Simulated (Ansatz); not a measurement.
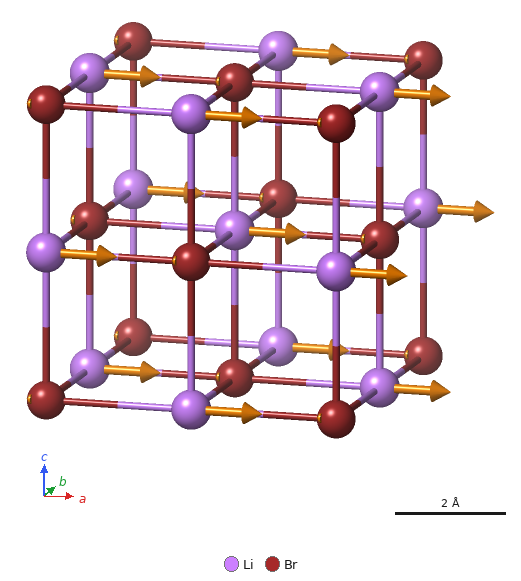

One vibrational mode of crystalline LiBr (a generated structure) at the zone centre. Displacements are drawn as orange arrows; their common scale and sign are arbitrary. The picture is a ball-and-stick view of the conventional cell (4 times the calculation's cell), seen slightly off an axis. Lengths and directions refer to the drawn axes.

All numbers below come from DFT PBE, scalar-relativistic, plane waves, PAW in Ansatz.

Input file:
```yaml
crystal:
  lattice:
    - [0.0, 2.755456645, 2.755456645]
    - [2.755456645, 0.0, 2.755456645]
    - [2.755456645, 2.755456645, 0.0]
  atoms:
    - { symbol: Li, position: [0.5, 0.5, 0.5] }
    - { symbol: Br, position: [0.0, 0.0, 0.0] }
basis:
  ecutwfc: 420
kpoints:
  mp_grid: { grid: [8, 8, 8] }
hamiltonian:
  xc: pbe
scf:
  occupations: { method: fixed }
output:
  eigenvalues: true
phonons:
  method: dfpt
  dielectric: true
  rigid_motions: translations
  eigenvectors: true
  qmesh: [4, 4, 4]
  temperatures: { t_max: 1000, t_step: 100 }
  qpath:
    path:
      - [[0.0, 0.0, 0.0], [0.5, 0.0, 0.5], [0.625, 0.25, 0.625]]
      - [[0.375, 0.375, 0.75], [0.0, 0.0, 0.0], [0.5, 0.5, 0.5], [0.5, 0.25, 0.75], [0.5, 0.0, 0.5]]
    npoints: 8
```

Launched with:
```bash
ansatz run input.yaml --threads 1 --pin off --max-ram 2560MiB --backend cpu --events-out ev --progress --plain --runs-dir out
```

Frequencies are those without the non-analytic (LO–TO) term.

**Describe the mode and give its frequency.**

This is the T₁u mode (triply degenerate; one member of the set is drawn) at 141 cm⁻¹, the only optical level, infrared-active by symmetry. The Li sublattice moves against the Br sublattice, along a; it stretches the shortest Br–Li bonds (2.76 Å); the kinetic energy is shared as Li 92 %, Br 8 %. Its infrared intensity is 17 (D/Å)²/amu for the set. The value is the transverse one; the longitudinal partner lies at 321 cm⁻¹.
